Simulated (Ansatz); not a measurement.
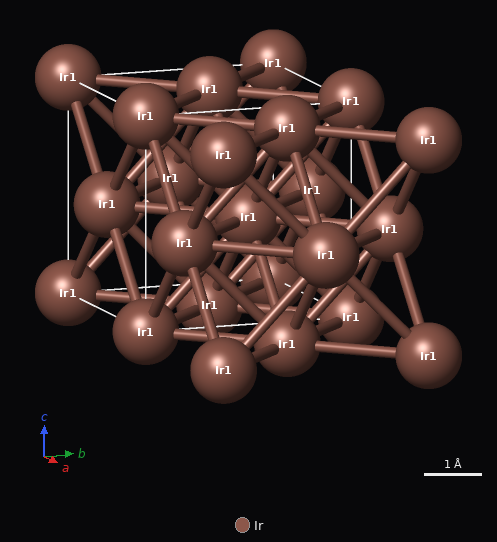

**Figure 1.** The structure as given in the input (ball-and-stick view of the cell 4 times as large as that of the calculation, set on its symmetry axes, repeated 2 × 1 × 1, seen slightly off an axis; atoms are numbered from 1 in the order of the input). Near neighbours in the crystal (not all of them lie inside the picture): Ir has 12 Ir at 2.73 Å.

# What a change does: single-point calculation on Ir

System: Ir (Fm-3m, 1 atom in the cell).
Method of run A: DFT, LDA, plane waves, PAW, no spin polarisation (Ansatz 0.2.0).

The structure derives from an entry of the Crystallography Open Database. Text and figures count atoms from 1; the logs count them from 0 in places.

## Input, run A
```yaml
crystal:
  lattice:
    - [0.0, 1.9288221311, 1.9288221311]
    - [1.9288221311, 0.0, 1.9288221311]
    - [1.9288221311, 1.9288221311, 0.0]
  atoms:
    - { symbol: Ir, position: [0.0, 0.0, 0.0] }
basis:
  ecutwfc: 420
kpoints:
  mp_grid: { grid: [20, 20, 20] }
hamiltonian:
  xc: lda
scf:
  occupations: { method: fermi_dirac, width: 0.05 }
output:
  forces: true
  eigenvalues: true
  stress: true
```

Command:
```bash
ansatz run input.yaml --threads 1 --pin off --max-ram 3072MiB --backend cpu --events-out ev --progress --plain --runs-dir out
```

Hardware: 1 thread of Intel Xeon (Granite Rapids), 32 GiB of memory available, shared host.

## Output, shortened to warnings, some set-up lines, iterations and results (run A)
```
Basis set: ecut = 420 eV, 283 PW (Γ)
Symmetry: 48 space group operations
k-points: 256 of 8000
Initial density: superposition of atomic densities (neutral atoms: chi_scale 0, normalization atom), corrected by the library's trained network
[...]
SCF iter   1: F=—  HF=-11663.378316 eV  |F-HF|=—  |Δ(HF+E_count)|=         —  Δρ=5.80e-3  dr2=7.78e-4  ethr=1.77e-3  ⟨swp⟩=5.1  Hψ=17172  notcnv=0
SCF iter   2: F=—  HF=-11663.378398 eV  |F-HF|=—  |Δ(HF+E_count)|=   8.15e-5  Δρ=2.90e-3  dr2=1.83e-4  ethr=4.58e-6  ⟨swp⟩=1.9  Hψ=6153  notcnv=0
SCF iter   3: F=—  HF=-11663.378489 eV  |F-HF|=—  |Δ(HF+E_count)|=   9.10e-5  Δρ=2.61e-4  dr2=4.79e-6  ethr=1.07e-6  ⟨swp⟩=1.2  Hψ=3618  notcnv=0
SCF iter   4: F=—  HF=-11663.378484 eV  |F-HF|=—  |Δ(HF+E_count)|=   5.05e-6  Δρ=8.30e-5  dr2=4.13e-7  ethr=2.82e-8  ⟨swp⟩=2.2  Hψ=5208  notcnv=0
SCF iter   5: F=-11663.378483 eV  HF=-11663.378483 eV  |F-HF|=2.66e-8  |Δ(HF+E_count)|=   1.27e-7  Δρ=1.83e-5  dr2=3.51e-8  ethr=2.43e-9  ⟨swp⟩=2.1  Hψ=4339  notcnv=0
SCF iter   6: F=-11663.378483 eV  HF=-11663.378483 eV  |F-HF|=5.49e-9  |Δ(HF+E_count)|=   8.19e-9  Δρ=8.57e-6  dr2=7.43e-9  ethr=2.07e-10  ⟨swp⟩=2.0  Hψ=9969  notcnv=0
SCF 1 converged in 6 iterations: F = -11663.378483 eV  dr2 = 7.43e-9
SCF converged after 6 iterations
Free energy (F): -11663.378483 eV
Harris-Foulkes:  -11663.378483 eV  (|F-HF|=5.49e-9)
Internal energy: -11663.373043 eV  (E = F + TS)
E sigma→0 (E₀):  -11663.375763 eV
Entropy (-TS):   -0.005440 eV (-5.440 meV/atom)
Fermi energy:    24.956016 eV
--- Per-component energies (eV) ---
  E_band       = -95.509256
  E_kinetic    = 622.922110
  E_local      = -1087.505608  (includes V_loc(G=0)·N_el)
  E_nonlocal   = 79.634998
  E_hartree    = 413.641762
  E_xc         = -266.332452
  E_vxc        = -299.769062  (∫ρ·V_xc dr)
  E_paw        = -8953.147605  (= ΣΔE_a)
  E_vpaw       = -238.078507  (= ΣTr[D̂ρ^β])
  E_aug_tail   = 0.000041  (compensation charges beyond the density's cutoff)
  E_ewald      = -2472.997892
  E_core_change = 0.411602  (= ΣΔE_core)
  E_smearing   = -0.005440  (= −TS)
  E_closure    = 0.000000  (closes the sum)
  Σ components = -11663.378483   (vs F -11663.378483, Δ=0.00e0)
--- Forces (eV/Å), atoms counted from 1 ---
  atom   1  Ir     0.00000000    -0.00000000     0.00000000
  max |Σ_I F_I| component: 1.56e-31 eV/Å
--- Stress (GPa, compression-positive) ---
      -13.579968       0.000000       0.000000
        0.000000     -13.579968       0.000000
        0.000000       0.000000     -13.579968
  P = ⅓ Tr σ = -13.5800 GPa (-135.800 kbar)
```

For run B the input was changed thus:
```diff
-  xc: lda
+  xc: pbesol
-  occupations: { method: fermi_dirac, width: 0.05 }
+  occupations: { method: fermi_dirac, width: 0.15 }
```

How does run B compare with run A?

The total energies belong to different methods, so their difference says nothing on which is more stable or more accurate. The pressure goes from −13.58 to −7.22 GPa. The functional changes from LDA to PBEsol. The number of SCF iterations is the same.

## Output, shortened to warnings, some set-up lines, iterations and results (run B)
```
Basis set: ecut = 420 eV, 283 PW (Γ), exchange–correlation on 40×40×40 points (8 copies of the dense FFT grid, shifted against one another)
Symmetry: 48 space group operations
k-points: 256 of 8000
Initial density: superposition of atomic densities (neutral atoms: chi_scale 0, normalization atom), corrected by the library's trained network
[...]
SCF iter   1: F=—  HF=-11799.062753 eV  |F-HF|=—  |Δ(HF+E_count)|=         —  Δρ=5.71e-3  dr2=2.08e-3  ethr=1.77e-3  ⟨swp⟩=5.0  Hψ=16092  notcnv=0
SCF iter   2: F=—  HF=-11799.062407 eV  |F-HF|=—  |Δ(HF+E_count)|=   3.46e-4  Δρ=2.37e-3  dr2=1.26e-4  ethr=1.22e-5  ⟨swp⟩=2.4  Hψ=6767  notcnv=0
SCF iter   3: F=—  HF=-11799.062527 eV  |F-HF|=—  |Δ(HF+E_count)|=   1.19e-4  Δρ=1.09e-3  dr2=2.56e-5  ethr=7.42e-7  ⟨swp⟩=1.2  Hψ=3594  notcnv=0
SCF iter   4: F=—  HF=-11799.062561 eV  |F-HF|=—  |Δ(HF+E_count)|=   3.40e-5  Δρ=4.78e-5  dr2=1.20e-7  ethr=1.50e-7  ⟨swp⟩=2.1  Hψ=4530  notcnv=0
SCF iter   5: F=-11799.062561 eV  HF=-11799.062561 eV  |F-HF|=6.55e-9  |Δ(HF+E_count)|=   2.41e-8  Δρ=8.92e-6  dr2=9.27e-9  ethr=7.05e-10  ⟨swp⟩=2.3  Hψ=4872  notcnv=0
SCF iter   6: F=-11799.062561 eV  HF=-11799.062561 eV  |F-HF|=1.95e-10  |Δ(HF+E_count)|=   3.17e-9  Δρ=1.52e-6  dr2=2.74e-10  ethr=5.45e-11  ⟨swp⟩=1.8  Hψ=10092  notcnv=0
SCF 1 converged in 6 iterations: F = -11799.062561 eV  dr2 = 2.74e-10
SCF converged after 6 iterations
Free energy (F): -11799.062561 eV
Harris-Foulkes:  -11799.062561 eV  (|F-HF|=1.95e-10)
Internal energy: -11798.993003 eV  (E = F + TS)
E sigma→0 (E₀):  -11799.027782 eV
Entropy (-TS):   -0.069558 eV (-69.558 meV/atom)
Fermi energy:    25.158226 eV
--- Per-component energies (eV) ---
  E_band       = -92.172060
  E_kinetic    = 622.526729
  E_local      = -1082.595705  (includes V_loc(G=0)·N_el)
  E_nonlocal   = 75.759180
  E_hartree    = 412.970669
  E_xc         = -266.284528
  E_vxc        = -299.411623  (∫ρ·V_xc dr)
  E_paw        = -9088.636791  (= ΣΔE_a)
  E_vpaw       = -234.392634  (= ΣTr[D̂ρ^β])
  E_aug_tail   = 0.000051  (compensation charges beyond the density's cutoff)
  E_ewald      = -2472.997892
  E_core_change = 0.265285  (= ΣΔE_core)
  E_smearing   = -0.069558  (= −TS)
  E_closure    = 0.000000  (closes the sum)
  Σ components = -11799.062561   (vs F -11799.062561, Δ=0.00e0)
--- Forces (eV/Å), atoms counted from 1 ---
  atom   1  Ir    -0.00000000     0.00000000    -0.00000000
  max |Σ_I F_I| component: 5.55e-32 eV/Å
--- Stress (GPa, compression-positive) ---
       -7.215403      -0.000000       0.000000
        0.000000      -7.215403      -0.000000
        0.000000      -0.000000      -7.215403
  P = ⅓ Tr σ = -7.2154 GPa (-72.154 kbar)
```

## The two runs side by side

```csv
quantity,run A,run B
outcome,converged,converged
free energy per atom (eV),−11663.3785,−11799.0626
"energy per atom, smearing taken to zero (eV)",−11663.3758,−11799.0278
gap on the mesh (eV),0.00,0.00
pressure (GPa),−13.58,−7.22
largest force (eV/Å),0.000,0.000
SCF iterations,6,6
irreducible k-points,256,256
plane waves at Γ,283,283
wall time (shared host),1.4 s,1.4 s
```

For both runs: Results for this metal are sensitive to the k-point mesh. Spin–orbit coupling is left out, which matters for Ir. For run A: The cell is under a tension of 13.6 GPa at this level, so it is not at its equilibrium volume. For run B: The cell is under a tension of 7.2 GPa at this level, so it is not at its equilibrium volume.
